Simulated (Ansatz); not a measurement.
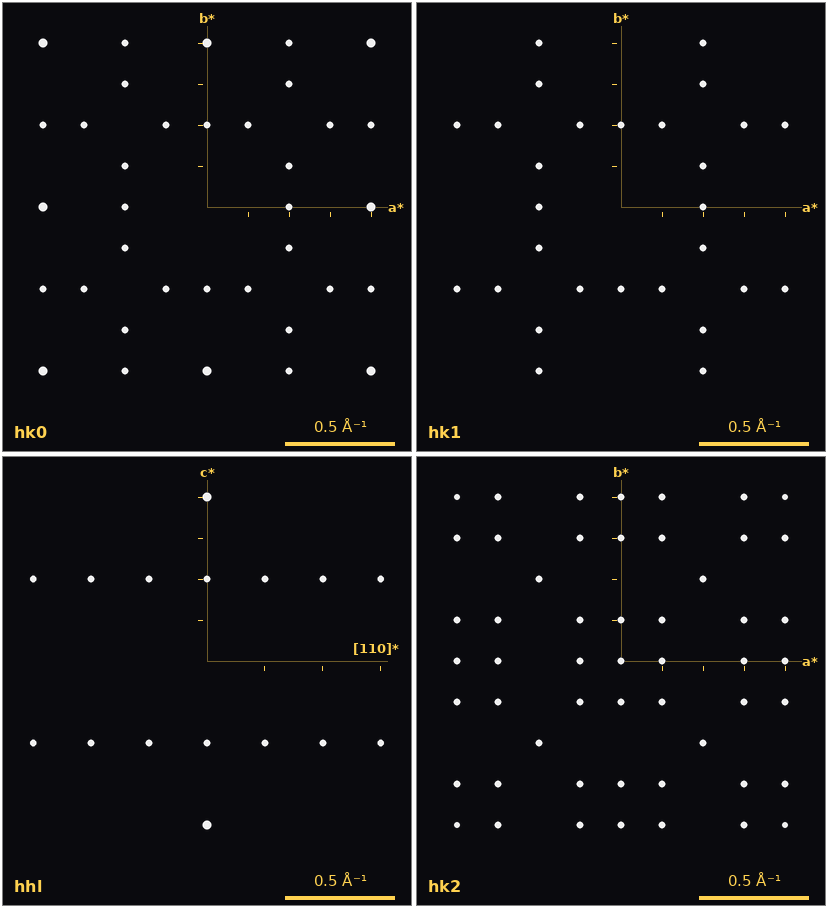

Simulated precession-type sections (neutrons; kinematic intensities, B = 0.5 Å²). The ticks mark integer indices of the conventional cell.

The compound is Ga. Structure: the end point of a relaxation with DFT, r2SCAN, plane waves (500 eV) with PAW, scalar-relativistic (Ansatz); the starting structure was generated, so it need not be a known form of this composition.

Read the reciprocal cell and give the direct cell.

a* = 0.189, b* = 0.189, c* = 0.189 Å⁻¹; the cell is cubic with a = 5.28 Å.

Which reflection conditions do the layers show?

Reflections are present only under these conditions. hkl: no condition; hk0: no condition; hhl: l = 2n; h00: h = 2n. The lattice is primitive (P). Further gaps, such as 0 4 1, 4 0 1, 1 4 0, come from atoms on special positions, not from the group's general conditions. A few very weak reflections are below the display threshold.

Which space groups fit?

The intensities have Laue symmetry m-3m (the hk0 layer shows 4mm, hk1 shows 4mm). With these conditions the candidates are P-43n (No. 218), Pm-3n (No. 223). Diffraction geometry alone does not choose among them; the structure has Pm-3n.
